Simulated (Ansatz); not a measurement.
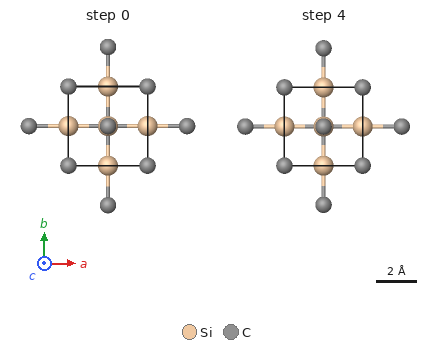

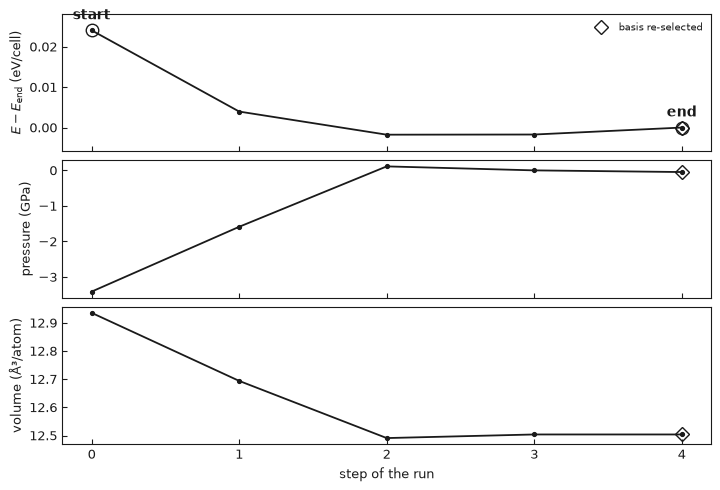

First and last geometry of a relaxation of crystalline Si3C2 (a generated structure, set up in Pm-3m), with the history of the run. Style: ball-and-stick. Shown: the cell of the calculation, along the c axis.

All numbers below come from DFT PBE, scalar-relativistic, plane waves, PAW in Ansatz 0.2.0. Set-up: plane-wave cutoff 420 eV; k-point mesh 10 × 10 × 10; occupations gaussian; smearing width 0.1 eV; no spin polarisation; cell and atoms relaxed; force threshold 0.01 eV/Å; at most 80 steps.

**Read the history and describe the run.**

It converged. The atoms keep their places relative to the cell (all moves are under 0.005 Å). The drawn cell changes as follows: a = b = c 4.014 → 3.969 Å (−1.1 %); the volume changes by −3.3 %. Some distances before and after: C–Si 2.007 → 1.984 Å. The space group stays Pm-3m (No. 221). The energy falls by 24.0 meV per cell of the calculation in 3 accepted moves (4 points after the start). All forces vanish by symmetry, so only the cell relaxes. Pressure: −3.41 GPa at the start and −0.05 GPa at the end. The SCF was repeated once at an unchanged geometry on a basis and grid sized afresh for the cell, which shifted the energy by 1.7 meV per cell of the calculation at most.
